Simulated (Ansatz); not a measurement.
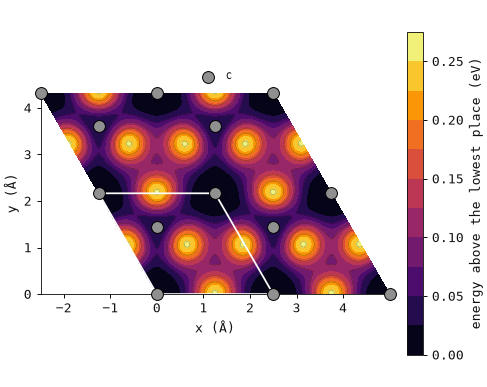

The plot gives the computed energy of the adatom over the surface cell, seen from above for F on a slab of content C. The map is interpolated from a 4×4 grid and repeated; circles mark the atoms within 1 Å of the top, the white lines the surface cell, whose origin is the highest atom.

The given structure:
```xyz
6
Lattice="2.4988 0.0000 0.0000 -1.2494 2.1640 0.0000 0.0000 0.0000 21.6835" Properties=species:S:1:pos:R:3 pbc="T T T"
C     1.2494    0.7213    8.4999
C     0.0000    1.4427    9.0227
C     0.0000    1.4427   10.5805
C     1.2494    0.7213   10.9114
C     1.2494    0.7213   14.0346
C     0.0000    1.4427   14.0390
```

How it was computed, with Ansatz 0.2.0: energy and height of an adatom over a grid of places on the top face of the given rigid slab, only its height relaxed, places count in fractions of the surface's own cell from its highest atom, energies count from the lowest place, plane waves with PAW datasets, Γ-centred k mesh. Level: PBEsol, collinear spin.

```tsv
setting	value
wave cutoff	420 eV
k mesh	12×12×1
occupations	Gaussian
smearing width	0.05 eV
boundary	dipole corrected
surface cell	(1, 1)
```

> Where does the adatom sit lowest, and where highest?

The lowest grid place is (0, 0) in fractions of the surface cell, with the adatom 1.69 Å high; the highest is (0, 0.5), 0.26 eV above it, at a height of 1.71 Å.

> What adsorption energy does the calculation give at the best place?

The adsorption energy at the lowest place is −1.04 eV, counted from the clean slab and the free adsorbate.

Note: a crossing between the sampled k points may be missed; in this field the vacuum level falls below the Fermi level; xc potential rough in thin density.
